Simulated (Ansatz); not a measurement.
System: Si6HC (slab).

The calculation's input:

```
crystal:
  lattice:
    - [3.8417168269, 0.0, 0.0]
    - [0.0, 3.8417168269, 0.0]
    - [0.0, 0.0, 26.8912600493]
  atoms:
    - { symbol: Si, position: [0.0, 0.5, 0.3160878287] }
    - { symbol: Si, position: [0.0, 0.0, 0.3665968791] }
    - { symbol: Si, position: [0.5, 0.0, 0.4171059295] }
    - { symbol: Si, position: [0.5, 0.5, 0.4673192959] }
    - { symbol: Si, position: [0.0, 0.5, 0.5179111949] }
    - { symbol: Si, position: [0.0, 0.0, 0.5674347398] }
    - { symbol: C, position: [0.0, 0.0, 0.6373459302], spin: 1.0 }
    - { symbol: H, position: [0.0, 0.0, 0.6782514139] }
basis:
  ecutwfc: 420
kpoints:
  mp_grid: { grid: [8, 8, 1] }
hamiltonian:
  xc: pbesol
scf:
  occupations: { method: gaussian, width: 0.05 }
output:
  forces: true
  eigenvalues: true
  populations: true
  write_density: true
  write_potential: true
  elf: true
  volumetric_format: npy
magnetization:
  spin_polarized: true
relax:
  adjacent_minimum: "off"
  f_tol: 0.03
  max_steps: 70
  constraints: [{ sites: [0, 1, 2] }]
efield:
  axis: 3
  dipole_correction: true
  ramp_width: 0.04
```

Run with:

```sh
ansatz run input.yaml --threads 1 --pin off --max-ram 2560MiB --backend cpu --events-out ev --progress --plain --runs-dir out
```

The fields are those of the relaxed geometry.

Spin-polarised.

Theory: Ansatz 0.2.0, DFT PBEsol, scalar-relativistic, plane waves, PAW.

**What will maps of the valence pseudo-density and electron localisation function show?**

C–H (1.08 Å): ρ is about 2 e/Å³ halfway; the ELF climbs to about 1 towards the hydrogen, as it does in any bond to H; an ordinary covalent bond to hydrogen.
Si–C (1.68 Å): the density is about 1.1 e/Å³ at the midpoint; the ELF peaks at about 0.90 between the atoms.

**Metal or insulator at this level of theory?**

It is gapless in this calculation (a metal or semimetal).

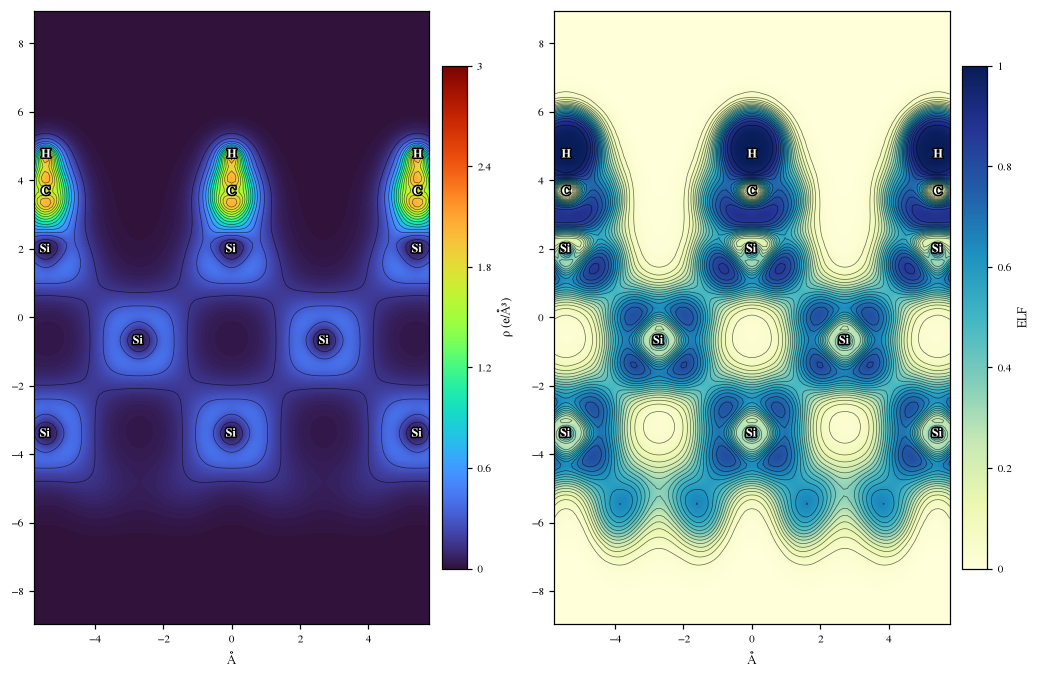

Computed valence pseudo-density and electron localisation function on the (11̄0) plane of the calculation cell, a cut from vacuum to vacuum, in this order. 

In a PAW calculation such maps are meaningful between the atoms, not at the nuclei.
